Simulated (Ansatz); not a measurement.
**Run report: Sn₄HO, geometry relaxation (part 2 of 2)**

Continued. System: Sn₄HO (slab, 6 atoms in the cell). Method: DFT PBEsol, scalar-relativistic, plane waves, PAW, no spin polarisation (Ansatz 0.2.0); cutoff 420 eV, 9×9×1 k-mesh, Gaussian smearing of 0.1 eV. The structure derives from an entry of the Crystallography Open Database. The input holds or restrains some coordinates. Forces given for the steps count only the free coordinates. It belongs to a series of runs on one base structure; here: OH put at a bridge Sn-Sn site.

Geometry of the input (Å; fractional positions):
```
3.4135  0.0000  0.0000
0.3483  3.3957  0.0000
0.0000  0.0000  26.7417
Sn 0.5000  0.5000  0.3179
Sn 0.0000  0.0000  0.4034
Sn 0.5000  0.5000  0.4943
Sn 0.0000  0.0000  0.5748
O  -0.0000  0.5000  0.6175
H  -0.0045  0.6176  0.6504
```

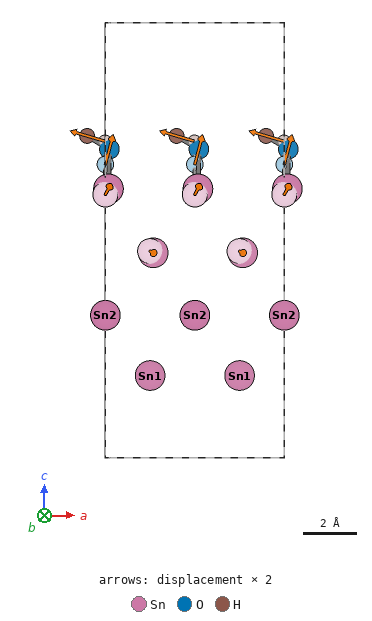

Figure 1. Start (faint) and end (solid) with the displacements as orange arrows, magnified 2 times (ball-and-stick view of the 2 × 1 repeat of the cell, with the vacuum cut short, along the b axis). Over 9 geometry steps the energy falls by 138 meV per atom. The largest force component goes from 2.6 to 0.022 eV/Å. The largest moves, 0.71 Å, are those of O5 and H6. By element the largest moves are H 0.71 Å, O 0.70 Å, Sn 0.43 Å. The cell stays as it was. Distances before and after: Sn4–O5 2.052 → 2.290 Å, O5–H6 0.967 → 0.982 Å. Among the angles that change: Sn4–O5–H6 148.2° → 108.0°, O5–Sn4–O5 112.5° → 97.0°, Sn4–O5–Sn4 112.5° → 97.0°. (Atoms are counted from 1 in the order of the input.)

```
WARN: The output density's exchange-correlation potential varies sharply where the density is thin. Do not read a vacuum level from v_tot or v_xc, or from such a field of the output density. On a cell that repeats whose density bears no net charge and no dipole along the vacuum's axis use v_es (v_loc + v_h of the components); under efield.dipole_correction with no amplitude use v_es + v_field, which holds any external_charges[].barrier, or the levels of the report's work_function block, which leave it out; under a non-zero efield.amplitude the vacuum is tilted and has no level; on a cell that repeats and bears such a dipole with no correction it is tilted too, and efield.dipole_correction with no amplitude gives each side of its ramp a level where efield: is served; in a cell that repeats whose density bears a net charge (total_charge, or a fill off its count) it is curved and has none; of a slab under crystal.periodic whose density bears no net charge use v_es, which has a level on each side, short of where the two are joined; of another it falls or rises all the way out and has none; of a slab beside external_charges read slab_vacuum_level instead, which it has where they leave it neutral. The grid or the basis barely resolves most such structure, and the values can differ between equally converged runs; as a rule a tighter scf.convergence.dr2_threshold does not remove it. Where the density itself ripples (under the LDA too) a higher basis.ecutwfc lessens it. The files hold the spikes' plane waves up to the density's cutoff. Files: v_tot_of_output_density and the like, and their columns of v_z.tsv (output.write_potential); v_xc_of_output_density and the like, and their columns of v_comp_z.tsv (output.write_potential_components). Measured: with its Gaussian average of σ = 0.25 Å subtracted twice, the exchange-correlation potential is over 0.1 eV at 46 of the grid points where the equally averaged density (valence and model cores) is under 1e-3 e/Å³, and 0.143 eV at the most among them, at an averaged density of 2.3e-7 e/Å³. The input density's (outcome.potential() and, of a run that writes arrays, v_tot and v_xc) is over 0.1 eV, so measured, at 40 points of its own thin density, 0.122 eV at the most. See output.write_potential in the manual, Limitations
SCF converged after 7 iterations
Free energy (F): -24374.732406 eV
Harris-Foulkes:  -24374.732406 eV  (|F-HF|=1.46e-11)
Internal energy: -24374.715678 eV  (E = F + TS)
E sigma→0 (E₀):  -24374.724042 eV
Entropy (-TS):   -0.016728 eV (-2.788 meV/atom)
Fermi energy:    1.538166 eV
Dipole field:    D = 0.007318 V/Å  (p = 0.012536 e·Å, saw-weighted, corrected)
Work function:   Φ+ = 3.8990 eV   Φ− = 4.0947 eV
Levels:          The Fermi level and band energies are counted from a zero that moves with the ramp; work functions are not
--- Per-component energies (eV) ---
  E_band       = -901.434740
  E_kinetic    = 930.983487
  E_local      = -55502.461542  (includes V_loc(G=0)·N_el)
  E_nonlocal   = -73.548623
  E_hartree    = 27839.100137
  E_xc         = -1598.071113
  E_vxc        = -490.959150  (∫ρ·V_xc dr)
  E_paw        = -16406.286042  (= ΣΔE_a)
  E_vpaw       = -1443.817231  (= ΣTr[D̂ρ^β])
  E_aug_tail   = 0.001219  (compensation charges beyond the density's cutoff)
  E_efield     = 0.000046  (sawtooth field / dipole correction)
  E_vefield    = 0.168517  (∫n·V_field dr)
  E_ewald      = 20434.392106
  E_core_change = 1.174647  (= ΣΔE_core)
  E_smearing   = -0.016728  (= −TS)
  E_closure    = 0.000000  (closes the sum)
  Σ components = -24374.732406   (vs F -24374.732406, Δ=0.00e0)
--- Forces (eV/Å), atoms counted from 1 ---
  atom   1  Sn     0.01662138    -0.01158476     0.15117351
  atom   2  Sn    -0.01517991     0.00153195    -0.15786304
  atom   3  Sn    -0.00372642     0.00248029     0.00351675
  atom   4  Sn     0.00606927     0.01695216    -0.00611580
  atom   5  O     -0.02195988    -0.01405454     0.01205520
  atom   6  H      0.01817225     0.00467742    -0.00276852
  max |Σ_I F_I| component: 3.30e-6 eV/Å
--- Band table (eV; the first three rows and the last of 41) ---
  k-point 0: bands = ["-20.2407", "-20.0769", "-20.0504", "-20.0061", "-20.0008", "-19.9819", "-19.9614", "-19.9538", "-19.9451", "-19.9235", "-19.9008", "-19.8950", "-19.8722", "-19.8534", "-19.8439", "-19.8312", "-19.8108", "-19.8049", "-19.7763", "-19.7491", "-18.6894", "-9.2364", "-8.3015", "-6.9607", "-5.3505", "-3.9276", "-2.5701", "-1.9226", "-0.2627", "2.0634", "3.5861", "4.1957", "4.2665", "4.7336", "5.1226", "5.3216", "5.4957", "6.1414"]
  k-point 1: bands = ["-20.2424", "-20.0802", "-20.0582", "-20.0052", "-19.9906", "-19.9863", "-19.9537", "-19.9488", "-19.9393", "-19.9174", "-19.9002", "-19.8938", "-19.8751", "-19.8571", "-19.8443", "-19.8322", "-19.8150", "-19.8054", "-19.7808", "-19.7527", "-18.6376", "-9.0733", "-8.1610", "-6.8491", "-5.2603", "-3.9857", "-2.7697", "-1.8643", "-0.0745", "1.8093", "2.8592", "3.1798", "4.0649", "4.5855", "5.0195", "5.1710", "5.4818", "5.8024"]
  k-point 2: bands = ["-20.2731", "-20.0810", "-20.0532", "-20.0030", "-19.9971", "-19.9715", "-19.9458", "-19.9357", "-19.9193", "-19.9102", "-19.8978", "-19.8892", "-19.8779", "-19.8588", "-19.8470", "-19.8301", "-19.8195", "-19.8120", "-19.7897", "-19.7586", "-18.5132", "-8.5878", "-7.7559", "-6.5198", "-5.0650", "-4.2788", "-2.9263", "-1.7879", "-0.1684", "0.3119", "1.4702", "2.5857", "3.4858", "4.4645", "4.7899", "5.2093", "5.4857", "5.9546"]
  k-point 40: bands = ["-20.1861", "-20.0736", "-20.0420", "-20.0209", "-20.0104", "-19.9482", "-19.9417", "-19.9299", "-19.9187", "-19.9103", "-19.8950", "-19.8880", "-19.8718", "-19.8505", "-19.8424", "-19.8224", "-19.8078", "-19.7884", "-19.7757", "-19.7668", "-18.4773", "-7.0544", "-6.2498", "-5.4043", "-5.1193", "-4.6553", "-2.7181", "-2.5207", "-1.9272", "-1.0712", "-0.1372", "0.9950", "2.5894", "3.6819", "4.0510", "4.9147", "5.4139", "6.2259"]
--- Relaxed structure (10 steps of the walk, 10 accepted, 0 SCFs on fresh bases) ---
  F+E_penalty+E_count = -24374.73240630 eV   max|allowed force component| = 2.196e-2 eV/Å
  atoms:
    - { symbol: Sn, position: [0.4999999999999999, 0.49999999999999994, 0.3178552083999999] }
    - { symbol: Sn, position: [0.0, 0.0, 0.4033861282999999] }
    - { symbol: Sn, position: [0.5345400099041154, 0.5805394486983717, 0.4920665727601576] }
    - { symbol: Sn, position: [0.03461473107860786, 0.09935600303181195, 0.5828069428965539] }
    - { symbol: O, position: [0.044818032062598025, 0.6029541809845386, 0.6392162601855689] }
    - { symbol: H, position: [-0.20413567189024873, 0.6234108090427808, 0.6579157966021401] }
```

### Trajectory as extended XYZ (Å, eV, eV/Å), 10 frames, from step=1 to step=10
```
6
Lattice="3.4135 0.0000 0.0000 0.3483 3.3957 0.0000 0.0000 0.0000 26.7417" Properties=species:S:1:pos:R:3:forces:R:3 step=1 energy=-24373.90225
Sn    1.8809    1.6978    8.5000    0.0054  -0.0162   0.1890
Sn    0.0000    0.0000   10.7872    0.0000  -0.0039  -0.0454
Sn    1.8809    1.6978   13.2194    0.0073   0.0352  -0.6081
Sn    0.0000    0.0000   15.3723   -0.0139  -0.1108  -2.6099
O     0.1742    1.6978   16.5123    0.0421   0.3846   1.9060
H     0.1998    2.0970   17.3923   -0.0408  -0.2890   1.1686
6
Lattice="3.4135 0.0000 0.0000 0.3483 3.3957 0.0000 0.0000 0.0000 26.7417" Properties=species:S:1:pos:R:3:forces:R:3 step=2 energy=-24374.41052
Sn    1.8809    1.6978    8.5000    0.0027  -0.0110   0.1459
Sn    0.0000    0.0000   10.7872   -0.0022  -0.0061  -0.3087
Sn    1.8833    1.7186   13.0499    0.0004   0.0562  -0.0882
Sn   -0.0004    0.0251   15.2987   -0.0195  -0.2327  -0.8208
O     0.1731    1.7240   16.6389    0.0557   0.5934   1.1536
H     0.1935    2.0287   17.5743   -0.0370  -0.3990  -0.0791
6
Lattice="3.4135 0.0000 0.0000 0.3483 3.3957 0.0000 0.0000 0.0000 26.7417" Properties=species:S:1:pos:R:3:forces:R:3 step=3 energy=-24374.51172
Sn    1.8809    1.6978    8.5000    0.0002  -0.0040   0.1311
Sn    0.0000    0.0000   10.7872   -0.0070   0.0005  -0.3536
Sn    1.8858    1.7510   13.0401    0.0114   0.0223   0.0258
Sn    0.0021    0.0349   15.3210   -0.0216  -0.1264   0.1685
O     0.1769    1.7553   16.7798    0.0363   0.3492   0.5166
H     0.1881    1.9457   17.7490   -0.0192  -0.2410  -0.4884
6
Lattice="3.4135 0.0000 0.0000 0.3483 3.3957 0.0000 0.0000 0.0000 26.7417" Properties=species:S:1:pos:R:3:forces:R:3 step=4 energy=-24374.54694
Sn    1.8809    1.6978    8.5000    0.0029  -0.0055   0.1245
Sn    0.0000    0.0000   10.7872   -0.0075  -0.0071  -0.1914
Sn    1.9021    1.7931   13.1210   -0.0199   0.0453   0.0102
Sn    0.0062    0.1262   15.4936    0.0079  -0.0773   0.0257
O     0.2269    1.8390   16.9545    0.1201   0.0742  -0.3565
H     0.1545    1.9565   17.9118   -0.1037  -0.0297   0.3874
6
Lattice="3.4135 0.0000 0.0000 0.3483 3.3957 0.0000 0.0000 0.0000 26.7417" Properties=species:S:1:pos:R:3:forces:R:3 step=5 energy=-24374.55618
Sn    1.8809    1.6978    8.5000    0.0080  -0.0023   0.1293
Sn    0.0000    0.0000   10.7872   -0.0079  -0.0128  -0.1159
Sn    1.9201    1.8299   13.1660   -0.0131   0.0186  -0.0006
Sn    0.0523    0.1624   15.5871   -0.0421   0.0098   0.0163
O     0.3338    1.8723   17.0567   -0.3315   0.1251   1.6916
H    -0.0117    1.9492   18.0132    0.3867  -0.1380  -1.7214
6
Lattice="3.4135 0.0000 0.0000 0.3483 3.3957 0.0000 0.0000 0.0000 26.7417" Properties=species:S:1:pos:R:3:forces:R:3 step=6 energy=-24374.66357
Sn    1.8809    1.6978    8.5000    0.0052  -0.0001   0.1288
Sn    0.0000    0.0000   10.7872    0.0068  -0.0217  -0.1284
Sn    1.9623    1.8439   13.1572   -0.0535   0.0327   0.0413
Sn    0.0606    0.1840   15.6090    0.0680  -0.0310   0.3777
O     0.4342    1.8772   17.1533   -0.1670   0.1365   0.1868
H    -0.1840    1.9873   17.9190    0.1408  -0.1160  -0.6038
6
Lattice="3.4135 0.0000 0.0000 0.3483 3.3957 0.0000 0.0000 0.0000 26.7417" Properties=species:S:1:pos:R:3:forces:R:3 step=7 energy=-24374.71309
Sn    1.8809    1.6978    8.5000    0.0110  -0.0067   0.1413
Sn    0.0000    0.0000   10.7872   -0.0026  -0.0139  -0.1108
Sn    1.9655    1.8577   13.1685    0.0094   0.0129   0.0090
Sn    0.1570    0.2183   15.6196   -0.0508   0.0195   0.1295
O     0.4201    1.9191   17.1425   -0.1878   0.0331   0.2428
H    -0.3305    1.9956   17.7831    0.2211  -0.0453  -0.4120
6
Lattice="3.4135 0.0000 0.0000 0.3483 3.3957 0.0000 0.0000 0.0000 26.7417" Properties=species:S:1:pos:R:3:forces:R:3 step=8 energy=-24374.72982
Sn    1.8809    1.6978    8.5000    0.0148  -0.0089   0.1476
Sn    0.0000    0.0000   10.7872   -0.0064  -0.0019  -0.1490
Sn    2.0339    1.9508   13.1612    0.0017  -0.0246   0.0117
Sn    0.1630    0.2581   15.5888   -0.0271   0.0285   0.0833
O     0.3764    1.9690   17.1100   -0.0172   0.0318  -0.0304
H    -0.4509    2.0529   17.6341    0.0339  -0.0241  -0.0633
6
Lattice="3.4135 0.0000 0.0000 0.3483 3.3957 0.0000 0.0000 0.0000 26.7417" Properties=species:S:1:pos:R:3:forces:R:3 step=9 energy=-24374.73178
Sn    1.8809    1.6978    8.5000    0.0163  -0.0116   0.1529
Sn    0.0000    0.0000   10.7872   -0.0120  -0.0041  -0.1392
Sn    2.0363    1.9581   13.1702   -0.0156   0.0121  -0.0204
Sn    0.1454    0.3215   15.5894    0.0268   0.0137  -0.0136
O     0.3635    2.0319   17.0973   -0.0494  -0.0305   0.0279
H    -0.4798    2.0923   17.5984    0.0340   0.0205  -0.0076
6
Lattice="3.4135 0.0000 0.0000 0.3483 3.3957 0.0000 0.0000 0.0000 26.7417" Properties=species:S:1:pos:R:3:forces:R:3 step=10 energy=-24374.73241
Sn    1.8809    1.6978    8.5000    0.0166  -0.0116   0.1512
Sn    0.0000    0.0000   10.7872   -0.0152   0.0015  -0.1579
Sn    2.0269    1.9713   13.1587   -0.0037   0.0025   0.0035
Sn    0.1528    0.3374   15.5853    0.0061   0.0170  -0.0061
O     0.3630    2.0474   17.0938   -0.0220  -0.0141   0.0121
H    -0.4797    2.1169   17.5938    0.0182   0.0047  -0.0028
```

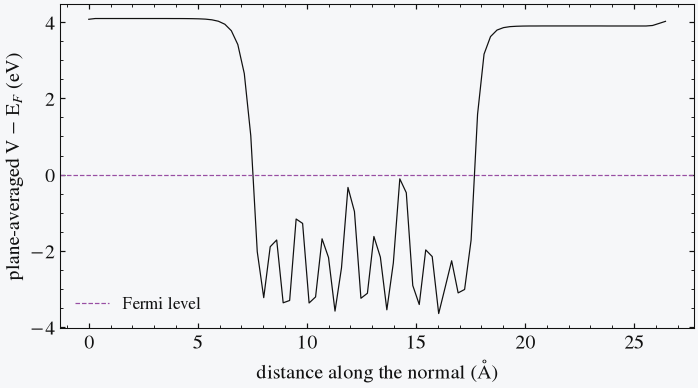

Figure 2. Plane average of the electrostatic potential energy of an electron across the cell, from the Fermi level. The vacuum level lies 3.90 eV above the Fermi level on the upper side and 4.09 eV on the lower.

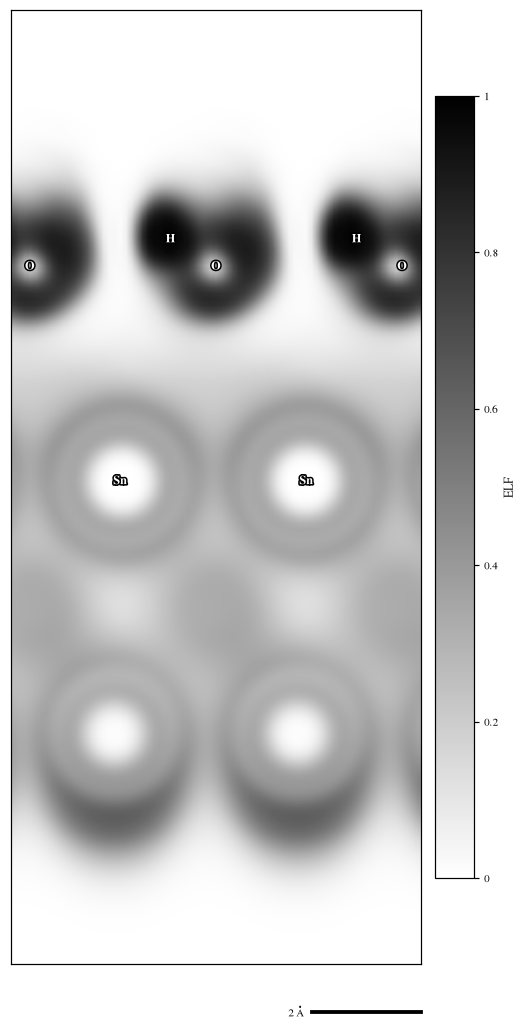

Figure 3. ELF on the (010) plane of the calculation cell, a cut from vacuum to vacuum. Core electrons are frozen (PAW), so the fields are smoothed inside the atomic spheres.

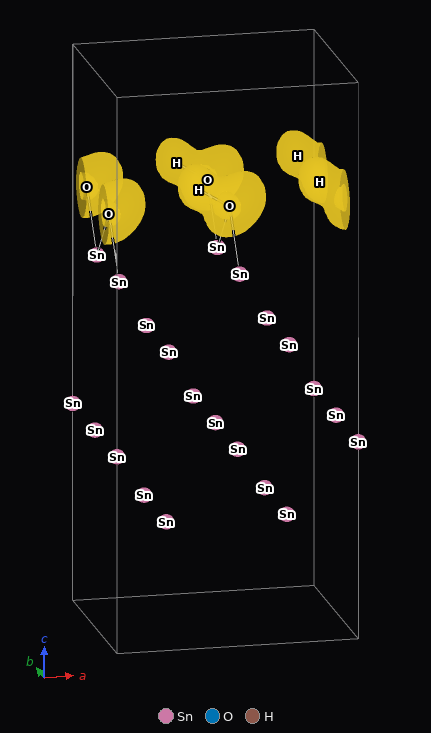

Figure 4. Isosurface of the ELF at 0.7 (yellow), seen slightly off an axis. Core shells and regions of very low density are left out. Sticks mark near contacts. Sn–O (2.27 Å): the ELF is about 0.20 at the midpoint; no shared pair; the contact is polar.

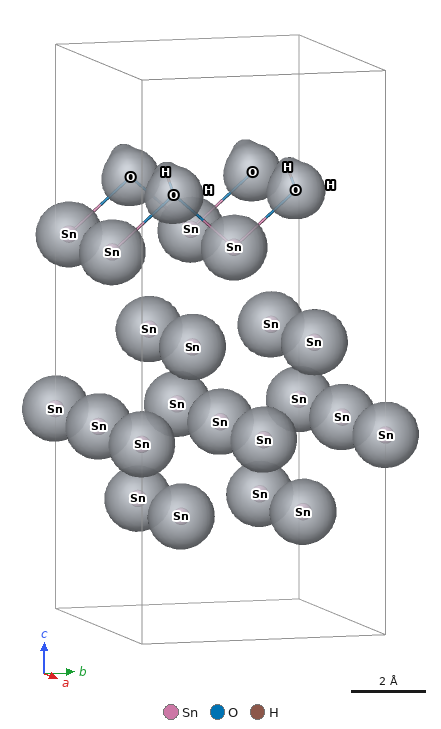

Figure 5. Isosurface of the valence pseudo-density at 0.8 e/Å³ (grey), seen slightly off an axis. Sticks mark near contacts. At this value the density breaks into separate islands; it holds about 70 % of the electrons treated as valence (semicore included). It is pinched off along the Sn–O (2.27 Å) contacts. On the grid the lowest density along these lines, outside the cores, is 2.1 e/Å³ (O–H, 0.98 Å) and 0.44 e/Å³ (Sn–O, 2.27 Å).

### Results in brief

```csv
quantity,value
outcome,converged under the restraints of the input
electrons treated,63
free energy,−24374.7324 eV
"work function, top face",3.90 eV
"work function, bottom face",4.09 eV
Fermi energy,1.538 eV
gap on the k-point mesh,none (metallic)
final volume,309.97 Å³
work function (upper face),3.90 eV
"largest force (length of the vector) at the end, held atoms and coordinates included",0.159 eV/Å
wall time,3.9 min (CPU time 7.7 min)
peak memory,0.74 GiB
```

### Remarks

The program warns: the exchange-correlation potential is rough where the density is thin. The cell holds an odd number of electrons but the run has no spin polarisation, so a band is left half filled.
